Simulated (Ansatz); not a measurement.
# Residual resistivity of an alloy: Cu(111) with 4 layers of random Cu-Os, 2x2, part 2 of 2

Aim: the residual resistivity of a random alloy, from Cu(111) with 4 layers of random Cu-Os, 2x2 and longer regions.

Ansatz 0.2.0; Ansatz plane-wave DFT, PBE, PAW files; ballistic transport by layer matching (Landauer), zero bias; PAW set soft_1.

So far. Step 2 (With 4 alloy layers): Over the solved energies the transmission per spin lies between 1.14 and 1.15, out of 3.21 channels of the lead on average (up to 3.21). The log calls the step of a lead's potential too much.

### Step 3. With 8 alloy layers

System of this step: Cu(111) with 8 layers of random Cu-Os, 2x2. The cell holds 56 atoms: 40 Cu and 16 Os. Cell: a = 5.112 Å, b = 5.112 Å, c = 29.257 Å, α = 87.5°, β = 92.5°, γ = 120.0°. It derives from Cu. Regions: lead, 24 atoms (24 Cu); scattering region, 32 atoms (16 Cu and 16 Os). The structure is stacked along c, and the current runs across the ab planes.

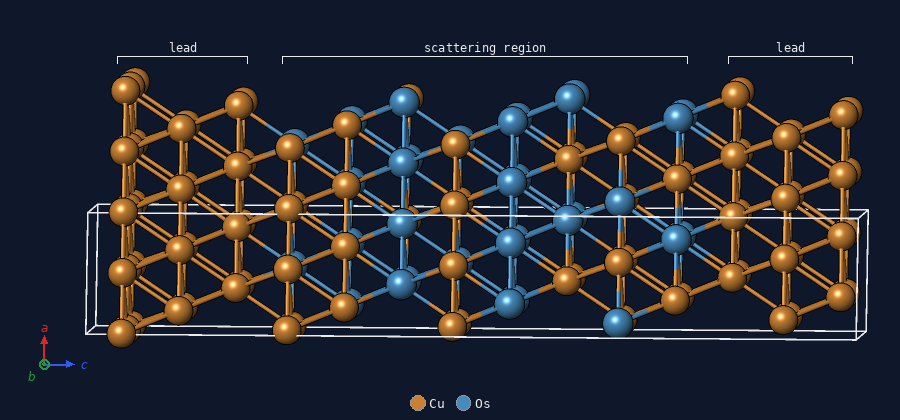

The cell of this step (copper orange, osmium blue). 2×1×1 cells are drawn. Some periodic images of atoms are drawn too.

input.yaml

```yaml
crystal:
  lattice:
    - [5.1123254594, 0.0, 0.0]
    - [-2.5561627297, 4.4274037203, 0.0]
    - [-1.2780813649, 0.73790062, 29.2193738075]
  atoms:
    - { symbol: Cu, position: [0.005952381, 0.994047619, 0.0357142857] }
    - { symbol: Cu, position: [0.005952381, 0.494047619, 0.0357142857] }
    - { symbol: Cu, position: [0.505952381, 0.994047619, 0.0357142857] }
    - { symbol: Cu, position: [0.505952381, 0.494047619, 0.0357142857] }
    - { symbol: Cu, position: [0.1845238095, 0.3154761905, 0.1071428571] }
    - { symbol: Cu, position: [0.1845238095, 0.8154761905, 0.1071428571] }
    - { symbol: Cu, position: [0.6845238095, 0.3154761905, 0.1071428571] }
    - { symbol: Cu, position: [0.6845238095, 0.8154761905, 0.1071428571] }
    - { symbol: Cu, position: [0.3630952381, 0.1369047619, 0.1785714286] }
    - { symbol: Cu, position: [0.3630952381, 0.6369047619, 0.1785714286] }
    - { symbol: Cu, position: [0.8630952381, 0.1369047619, 0.1785714286] }
    - { symbol: Cu, position: [0.8630952381, 0.6369047619, 0.1785714286] }
    - { symbol: Cu, position: [0.0416666667, 0.9583333333, 0.25] }
    - { symbol: Cu, position: [0.0416666667, 0.4583333333, 0.25] }
    - { symbol: Cu, position: [0.5416666667, 0.9583333333, 0.25] }
    - { symbol: Os, position: [0.5416666667, 0.4583333333, 0.25] }
    - { symbol: Os, position: [0.2202380952, 0.2797619048, 0.3214285714] }
    - { symbol: Cu, position: [0.2202380952, 0.7797619048, 0.3214285714] }
    - { symbol: Os, position: [0.7202380952, 0.2797619048, 0.3214285714] }
    - { symbol: Cu, position: [0.7202380952, 0.7797619048, 0.3214285714] }
    - { symbol: Os, position: [0.3988095238, 0.1011904762, 0.3928571429] }
    - { symbol: Os, position: [0.3988095238, 0.6011904762, 0.3928571429] }
    - { symbol: Cu, position: [0.8988095238, 0.1011904762, 0.3928571429] }
    - { symbol: Os, position: [0.8988095238, 0.6011904762, 0.3928571429] }
    - { symbol: Cu, position: [0.0773809524, 0.9226190476, 0.4642857143] }
    - { symbol: Cu, position: [0.0773809524, 0.4226190476, 0.4642857143] }
    - { symbol: Cu, position: [0.5773809524, 0.9226190476, 0.4642857143] }
    - { symbol: Os, position: [0.5773809524, 0.4226190476, 0.4642857143] }
    - { symbol: Os, position: [0.255952381, 0.244047619, 0.5357142857] }
    - { symbol: Os, position: [0.255952381, 0.744047619, 0.5357142857] }
    - { symbol: Os, position: [0.755952381, 0.244047619, 0.5357142857] }
    - { symbol: Os, position: [0.755952381, 0.744047619, 0.5357142857] }
    - { symbol: Cu, position: [0.4345238095, 0.0654761905, 0.6071428571] }
    - { symbol: Cu, position: [0.4345238095, 0.5654761905, 0.6071428571] }
    - { symbol: Os, position: [0.9345238095, 0.0654761905, 0.6071428571] }
    - { symbol: Os, position: [0.9345238095, 0.5654761905, 0.6071428571] }
    - { symbol: Os, position: [0.1130952381, 0.8869047619, 0.6785714286] }
    - { symbol: Cu, position: [0.1130952381, 0.3869047619, 0.6785714286] }
    - { symbol: Cu, position: [0.6130952381, 0.8869047619, 0.6785714286] }
    - { symbol: Cu, position: [0.6130952381, 0.3869047619, 0.6785714286] }
    - { symbol: Cu, position: [0.2916666667, 0.2083333333, 0.75] }
    - { symbol: Cu, position: [0.2916666667, 0.7083333333, 0.75] }
    - { symbol: Os, position: [0.7916666667, 0.2083333333, 0.75] }
    - { symbol: Os, position: [0.7916666667, 0.7083333333, 0.75] }
    - { symbol: Cu, position: [0.4702380952, 0.0297619048, 0.8214285714] }
    - { symbol: Cu, position: [0.4702380952, 0.5297619048, 0.8214285714] }
    - { symbol: Cu, position: [0.9702380952, 0.0297619048, 0.8214285714] }
    - { symbol: Cu, position: [0.9702380952, 0.5297619048, 0.8214285714] }
    - { symbol: Cu, position: [0.1488095238, 0.8511904762, 0.8928571429] }
    - { symbol: Cu, position: [0.1488095238, 0.3511904762, 0.8928571429] }
    - { symbol: Cu, position: [0.6488095238, 0.8511904762, 0.8928571429] }
    - { symbol: Cu, position: [0.6488095238, 0.3511904762, 0.8928571429] }
    - { symbol: Cu, position: [0.3273809524, 0.1726190476, 0.9642857143] }
    - { symbol: Cu, position: [0.3273809524, 0.6726190476, 0.9642857143] }
    - { symbol: Cu, position: [0.8273809524, 0.1726190476, 0.9642857143] }
    - { symbol: Cu, position: [0.8273809524, 0.6726190476, 0.9642857143] }
kpoints:
  mp_grid: { grid: [5, 5, 1] }
hamiltonian:
  xc: pbe
  pseudopotentials: { kind: paw, azcp: { folder: soft_1 } }
scf:
  occupations: { method: fermi_dirac, width: 0.1 }
output:
  transmission:
    leads: [[0, 4]]
    kmesh: [10, 10]
    e_range: [-0.05, 0.05]
    de: 0.05
  write_potential: true
  write_density: true
  volumetric_format: npy
```

On the command line:

```console
ansatz run input.yaml --threads 4 --pin off --max-ram 15360MiB --backend cpu --events-out ev --progress --plain --runs-dir out
```

Numbers of over 12 decimals in the logs are rounded to 6 here.

The log of the run:

```text
[...]
Crystal: 56 atoms, lattice volume = 661.361 Å³
Basis set: ecut = 420 eV, 12983 PW (Γ)
Bands: 610, of which v1, the nominal top of the filled ones, is band 508 counted from 1 (507 counted from 0)
Symmetry: 1 space group operations
[...]
k-points: 13 of 25 (time reversal used)
[...]
SCF iter   1: F=—  HF=-447199.986816 eV  |F-HF|=—  |Δ(HF+E_count)|=         —  Δρ=2.43e-1  dr2=7.16e2  ethr=3.10e-3  ⟨swp⟩=4.1  Hψ=23261  notcnv=0  defer=175
[...]
SCF iter  17: F=-447164.915234 eV  HF=-447164.915234 eV  |F-HF|=8.15e-9  |Δ(HF+E_count)|=   1.31e-8  Δρ=5.47e-7  dr2=9.20e-9  ethr=9.84e-12  ⟨swp⟩=7.3  Hψ=26279  notcnv=0
SCF 1 converged in 17 iterations: F = -447164.915234 eV  dr2 = 9.20e-9
[...]
transmission: 267 of 2600 steps passed
transmission: 522 of 2600 steps passed
[...]
transmission: 2600 of 2600 steps passed
SCF converged after 17 iterations
Free energy (F): -447164.915234 eV
[...]
Internal energy: -447163.834354 eV  (E = F + TS)
E sigma→0 (E₀):  -447164.374794 eV
Entropy (-TS):   -1.080880 eV (-19.301 meV/atom)
Fermi energy:    20.746646 eV
[...]
--- Band table (eV; the first three rows and the last of 13) ---
  k-point 0: bands = [... 504 lower, 21.0692, 21.1757, 21.2369, 21.3250, 21.3627, 21.4018, 21.4276, 21.4746, ... 98 higher]
  k-point 1: bands = [... 504 lower, 20.7793, 20.8350, 20.8949, 20.9306, 20.9957, 21.0806, 21.1039, 21.1335, ... 98 higher]
  k-point 2: bands = [... 504 lower, 20.4993, 20.5203, 20.5460, 20.5949, 20.6571, 20.7297, 20.8039, 20.8463, ... 98 higher]
  k-point 12: bands = [... 504 lower, 20.4558, 20.5183, 20.6131, 20.6654, 20.7077, 20.7510, 20.8366, 20.8955, ... 98 higher]
--- Transmission ---
  basis      : 199 plane waves across, 50 finite elements along
  points     : 52, standing for a mesh of 10 x 10
[...]
channels       : 3.170000e0 a spin
[...]
junction   : crystal 0 to crystal 0, 0.70 to 27.83 Å
    transmission   : 6.992053e-1 a spin
[...]
```

Elapsed: 17 min, on 4 threads of Arm Neoverse V1, shared host; peak memory 8.1 GiB.

This step gave:

```yaml
free_energy: -447164.9152 eV
energy_at_zero_smearing: -447164.3748 eV
fermi_energy: 20.75 eV
transmission_per_spin_nearest_the_fermi_level: 0.6992
open_channels_per_spin_nearest_the_fermi_level: 3.17
step_of_the_lead_s_potential: 36.3 meV
```

Per spin. Transmission, zone mean against energy, zero at the Fermi level:

| energy (eV) | transmission, zone mean |
| --- | --- |
| -0.0500 | 0.695 |
| 0.0000 | 0.699 |
| 0.0500 | 0.702 |

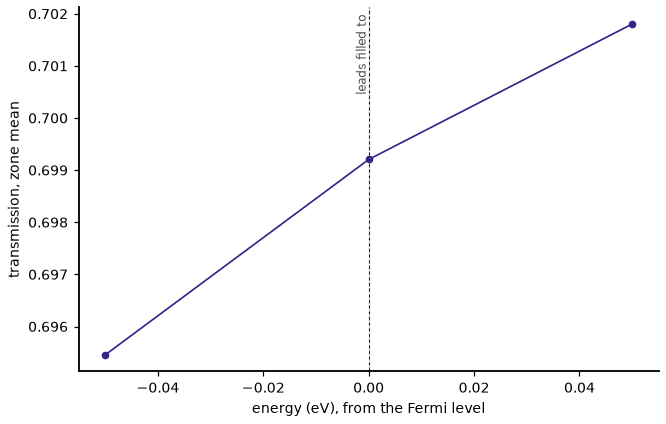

Transmission, zone mean against energy.

Over the solved energies the transmission per spin lies between 0.695 and 0.702, out of 3.20 channels of the lead on average (up to 3.21). The log calls the step of a lead's potential too much.

### Step 4. With 12 alloy layers

System of this step: Cu(111) with 12 layers of random Cu-Os, 2x2. The cell holds 72 atoms: 48 Cu and 24 Os. Its edges and angles: a = 5.112 Å, b = 5.112 Å, c = 37.568 Å, α = 90.0°, β = 90.0°, γ = 120.0°. It derives from Cu. Regions: lead, 24 atoms (24 Cu); scattering region, 48 atoms (24 Os and 24 Cu). The structure is stacked along c, and the current runs across the ab planes.

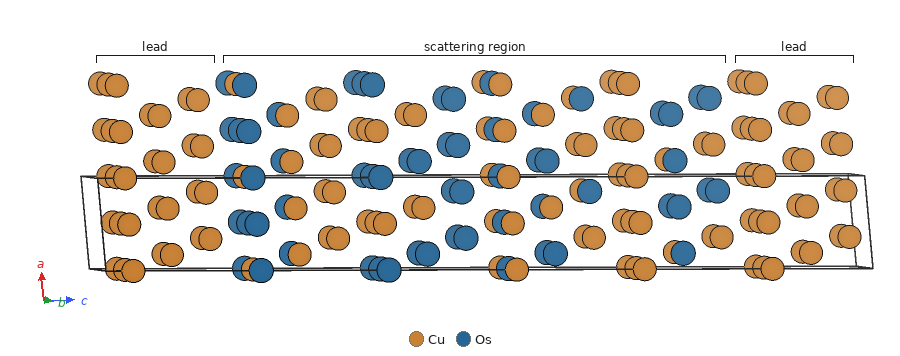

The cell of this step (copper orange, osmium blue). 2×1×1 cells are drawn. Some periodic images of atoms are drawn too.

input.yaml

```yaml
crystal:
  lattice:
    - [5.1123254594, 0.0, 0.0]
    - [-2.5561627297, 4.4274037203, 0.0]
    - [0.0, 0.0, 37.567766324]
  atoms:
    - { symbol: Cu, position: [0.0, 0.0, 0.0277777778] }
    - { symbol: Cu, position: [0.0, 0.5, 0.0277777778] }
    - { symbol: Cu, position: [0.5, 0.0, 0.0277777778] }
    - { symbol: Cu, position: [0.5, 0.5, 0.0277777778] }
    - { symbol: Cu, position: [0.1666666667, 0.3333333333, 0.0833333333] }
    - { symbol: Cu, position: [0.1666666667, 0.8333333333, 0.0833333333] }
    - { symbol: Cu, position: [0.6666666667, 0.3333333333, 0.0833333333] }
    - { symbol: Cu, position: [0.6666666667, 0.8333333333, 0.0833333333] }
    - { symbol: Cu, position: [0.3333333333, 0.1666666667, 0.1388888889] }
    - { symbol: Cu, position: [0.3333333333, 0.6666666667, 0.1388888889] }
    - { symbol: Cu, position: [0.8333333333, 0.1666666667, 0.1388888889] }
    - { symbol: Cu, position: [0.8333333333, 0.6666666667, 0.1388888889] }
    - { symbol: Os, position: [0.0, 0.0, 0.1944444444] }
    - { symbol: Cu, position: [0.0, 0.5, 0.1944444444] }
    - { symbol: Os, position: [0.5, 0.0, 0.1944444444] }
    - { symbol: Os, position: [0.5, 0.5, 0.1944444444] }
    - { symbol: Os, position: [0.1666666667, 0.3333333333, 0.25] }
    - { symbol: Cu, position: [0.1666666667, 0.8333333333, 0.25] }
    - { symbol: Os, position: [0.6666666667, 0.3333333333, 0.25] }
    - { symbol: Cu, position: [0.6666666667, 0.8333333333, 0.25] }
    - { symbol: Cu, position: [0.3333333333, 0.1666666667, 0.3055555556] }
    - { symbol: Cu, position: [0.3333333333, 0.6666666667, 0.3055555556] }
    - { symbol: Cu, position: [0.8333333333, 0.1666666667, 0.3055555556] }
    - { symbol: Cu, position: [0.8333333333, 0.6666666667, 0.3055555556] }
    - { symbol: Os, position: [0.0, 0.0, 0.3611111111] }
    - { symbol: Os, position: [0.0, 0.5, 0.3611111111] }
    - { symbol: Cu, position: [0.5, 0.0, 0.3611111111] }
    - { symbol: Cu, position: [0.5, 0.5, 0.3611111111] }
    - { symbol: Os, position: [0.1666666667, 0.3333333333, 0.4166666667] }
    - { symbol: Os, position: [0.1666666667, 0.8333333333, 0.4166666667] }
    - { symbol: Cu, position: [0.6666666667, 0.3333333333, 0.4166666667] }
    - { symbol: Cu, position: [0.6666666667, 0.8333333333, 0.4166666667] }
    - { symbol: Os, position: [0.3333333333, 0.1666666667, 0.4722222222] }
    - { symbol: Os, position: [0.3333333333, 0.6666666667, 0.4722222222] }
    - { symbol: Os, position: [0.8333333333, 0.1666666667, 0.4722222222] }
    - { symbol: Os, position: [0.8333333333, 0.6666666667, 0.4722222222] }
    - { symbol: Cu, position: [0.0, 0.0, 0.5277777778] }
    - { symbol: Os, position: [0.0, 0.5, 0.5277777778] }
    - { symbol: Cu, position: [0.5, 0.0, 0.5277777778] }
    - { symbol: Os, position: [0.5, 0.5, 0.5277777778] }
    - { symbol: Os, position: [0.1666666667, 0.3333333333, 0.5833333333] }
    - { symbol: Os, position: [0.1666666667, 0.8333333333, 0.5833333333] }
    - { symbol: Os, position: [0.6666666667, 0.3333333333, 0.5833333333] }
    - { symbol: Cu, position: [0.6666666667, 0.8333333333, 0.5833333333] }
    - { symbol: Cu, position: [0.3333333333, 0.1666666667, 0.6388888889] }
    - { symbol: Cu, position: [0.3333333333, 0.6666666667, 0.6388888889] }
    - { symbol: Cu, position: [0.8333333333, 0.1666666667, 0.6388888889] }
    - { symbol: Os, position: [0.8333333333, 0.6666666667, 0.6388888889] }
    - { symbol: Cu, position: [0.0, 0.0, 0.6944444444] }
    - { symbol: Cu, position: [0.0, 0.5, 0.6944444444] }
    - { symbol: Cu, position: [0.5, 0.0, 0.6944444444] }
    - { symbol: Cu, position: [0.5, 0.5, 0.6944444444] }
    - { symbol: Cu, position: [0.1666666667, 0.3333333333, 0.75] }
    - { symbol: Os, position: [0.1666666667, 0.8333333333, 0.75] }
    - { symbol: Os, position: [0.6666666667, 0.3333333333, 0.75] }
    - { symbol: Os, position: [0.6666666667, 0.8333333333, 0.75] }
    - { symbol: Cu, position: [0.3333333333, 0.1666666667, 0.8055555556] }
    - { symbol: Cu, position: [0.3333333333, 0.6666666667, 0.8055555556] }
    - { symbol: Os, position: [0.8333333333, 0.1666666667, 0.8055555556] }
    - { symbol: Os, position: [0.8333333333, 0.6666666667, 0.8055555556] }
    - { symbol: Cu, position: [0.0, 0.0, 0.8611111111] }
    - { symbol: Cu, position: [0.0, 0.5, 0.8611111111] }
    - { symbol: Cu, position: [0.5, 0.0, 0.8611111111] }
    - { symbol: Cu, position: [0.5, 0.5, 0.8611111111] }
    - { symbol: Cu, position: [0.1666666667, 0.3333333333, 0.9166666667] }
    - { symbol: Cu, position: [0.1666666667, 0.8333333333, 0.9166666667] }
    - { symbol: Cu, position: [0.6666666667, 0.3333333333, 0.9166666667] }
    - { symbol: Cu, position: [0.6666666667, 0.8333333333, 0.9166666667] }
    - { symbol: Cu, position: [0.3333333333, 0.1666666667, 0.9722222222] }
    - { symbol: Cu, position: [0.3333333333, 0.6666666667, 0.9722222222] }
    - { symbol: Cu, position: [0.8333333333, 0.1666666667, 0.9722222222] }
    - { symbol: Cu, position: [0.8333333333, 0.6666666667, 0.9722222222] }
kpoints:
  mp_grid: { grid: [5, 5, 1] }
hamiltonian:
  xc: pbe
  pseudopotentials: { kind: paw, azcp: { folder: soft_1 } }
scf:
  occupations: { method: fermi_dirac, width: 0.1 }
output:
  transmission:
    leads: [[0, 4]]
    kmesh: [10, 10]
    e_range: [-0.05, 0.05]
    de: 0.05
  write_potential: true
  write_density: true
  volumetric_format: npy
```

The log of the run:

```text
[...]
Crystal: 72 atoms, lattice volume = 850.321 Å³
Basis set: ecut = 420 eV, 16727 PW (Γ)
Bands: 778, of which v1, the nominal top of the filled ones, is band 648 counted from 1 (647 counted from 0)
Symmetry: 1 space group operations
[...]
k-points: 13 of 25 (time reversal used)
[...]
SCF iter   1: F=—  HF=-591288.417401 eV  |F-HF|=—  |Δ(HF+E_count)|=         —  Δρ=2.37e-1  dr2=1.61e3  ethr=3.10e-3  ⟨swp⟩=4.1  Hψ=29650  notcnv=0  defer=279
[...]
SCF iter  17: F=-591244.979561 eV  HF=-591244.979561 eV  |F-HF|=2.11e-8  |Δ(HF+E_count)|=   1.75e-9  Δρ=7.83e-7  dr2=2.14e-8  ethr=7.72e-12  ⟨swp⟩=7.9  Hψ=32592  notcnv=0
SCF 1 converged in 17 iterations: F = -591244.979561 eV  dr2 = 2.14e-8
[...]
transmission: 351 of 3432 steps passed
transmission: 693 of 3432 steps passed
[...]
transmission: 3432 of 3432 steps passed
SCF converged after 17 iterations
Free energy (F): -591244.979561 eV
[...]
Internal energy: -591243.472679 eV  (E = F + TS)
E sigma→0 (E₀):  -591244.226120 eV
Entropy (-TS):   -1.506882 eV (-20.929 meV/atom)
Fermi energy:    21.486855 eV
[...]
--- Band table (eV; the first three rows and the last of 13) ---
  k-point 0: bands = [... 644 lower, 22.0100, 22.0400, 22.0524, 22.1173, 22.1253, 22.1619, 22.1770, 22.1908, ... 126 higher]
  k-point 1: bands = [... 644 lower, 21.5952, 21.6286, 21.6764, 21.7059, 21.7504, 21.8041, 21.8389, 21.8721, ... 126 higher]
  k-point 2: bands = [... 644 lower, 21.2655, 21.3038, 21.3110, 21.3551, 21.3890, 21.4377, 21.4956, 21.5391, ... 126 higher]
  k-point 12: bands = [... 644 lower, 21.2313, 21.2860, 21.2956, 21.3368, 21.3781, 21.4565, 21.5224, 21.5382, ... 126 higher]
--- Transmission ---
  basis      : 199 plane waves across, 66 finite elements along
  points     : 52, standing for a mesh of 10 x 10
[...]
channels       : 3.170000e0 a spin
[...]
junction   : crystal 0 to crystal 0, 0.70 to 36.18 Å
    transmission   : 6.765122e-1 a spin
[...]
```

The job ended after 30 min (4 threads; peak memory 8.4 GiB).

Numbers from this step:

```
free energy                                   : -591244.9796 eV
energy at zero smearing                       : -591244.2261 eV
Fermi energy                                  : 21.49 eV
transmission per spin nearest the Fermi level : 0.6765
step of the lead's potential                  : 28.1 meV
```

Per spin. Table of transmission, zone mean by energy, zero at the Fermi level:

| energy (eV) | transmission, zone mean |
| --- | --- |
| -0.0500 | 0.662 |
| 0.0000 | 0.677 |
| 0.0500 | 0.606 |

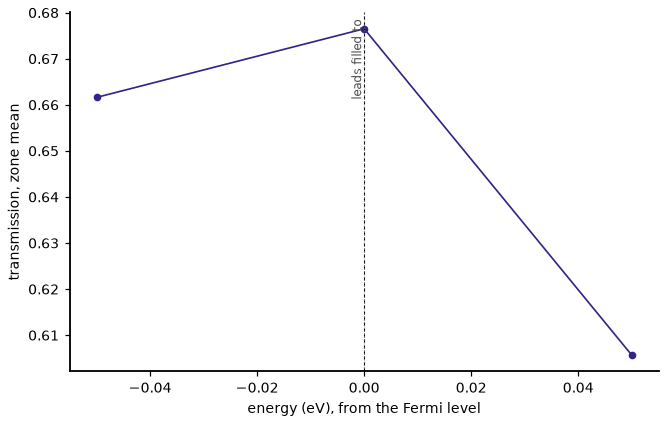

Transmission, zone mean, plotted against energy.

Over the solved energies the transmission per spin lies between 0.606 and 0.677, out of 3.20 channels of the lead on average (up to 3.21). The log calls the step of a lead's potential too much.

### Step 5. Resistance against length

This step: Ansatz plane-wave DFT, PBE, PAW files; ballistic transport by layer matching (Landauer), zero bias; residual resistivity from the slope of the area resistance, atoms on the host's lattice; PAW set soft_1 (Ansatz 0.2.0).

This step gave:

```
resistivity           : 117.3 µΩ cm
intercept             : 0.8744 fΩ m²
scatter about the fit : 0.3068 fΩ m²
```

Resistance, by row:

| run | length (Å) | T | channels N | RA (fΩ m²) |
| --- | --- | --- | --- | --- |
| n4 | 8.348 | 1.147 | 3.21 | 1.637 |
| n8 | 16.7 | 0.6988 | 3.197 | 3.266 |
| n12 | 25.05 | 0.6479 | 3.197 | 3.595 |

Area resistance against length of the alloy:

| length of the alloy (Å) | area resistance (fΩ m²) |
| --- | --- |
| 8.35 | 1.64 |
| 16.70 | 3.27 |
| 25.05 | 3.59 |

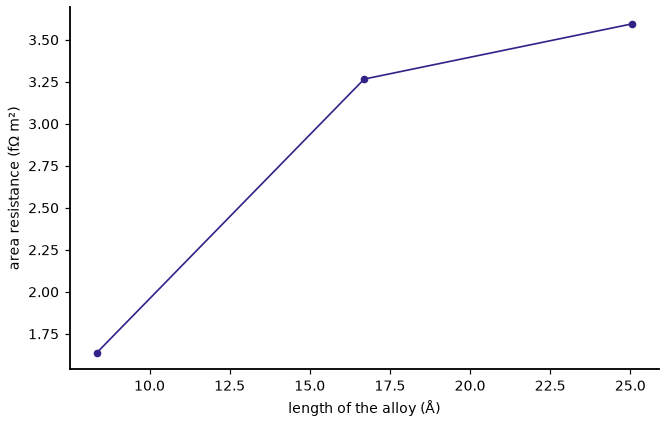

Area resistance against length of the alloy.

The area resistance goes from 1.6 to 3.6 fΩ m² between 8.3 and 25.0 Å, a slope of 117 µΩ cm.

By hand from the end points: (3.595 − 1.637) fΩ m² / (25.05 − 8.35) Å = 117 µΩ cm, since 1 fΩ m² per Å is 1000 µΩ cm.

### Step 6. Results

```yaml
resistivity_from_the_slope: 117 µΩ cm
area_resistance_over_8p35_a: 1.64 fΩ m²
area_resistance_over_16p7_a: 3.27 fΩ m²
area_resistance_over_25p0_a: 3.59 fΩ m²
```

**Reading.** The slope gives 117 µΩ cm. The points scatter by 0.31 fΩ m² about the line, with one random draw a length in a 2x2 cell, so the slope is a rough value. Read with a model of isotropic scattering on a spherical Fermi surface and the lead's 1.1×10¹⁵ S/m², this slope means a mean free path near 5.8 Å (a rough figure, since the alloy's own channel count differs); over these lengths the model's slope is within 3 % of its bulk resistivity, though a free path of a few ångströms strains the picture. The atoms sit on the host's lattice, so scattering by size misfit is left out. With 50 % of Os, whose own structure is another, this is a hypothetical phase. Spin-orbit coupling is left out, which matters for Os. A lead's potential steps by up to 36 meV from period to period, which the log calls too much, so longer leads could move the result.

[Logs are printed without paths, hosts, clocks, repeated set-up lines and the standing remarks that a program may print on its own settings, such as how far it seeks lower states.]

[Hosts, paths, dates, database ids (printed as entryN), source tags and the programs' standing remarks are cut or masked in the printed files.]
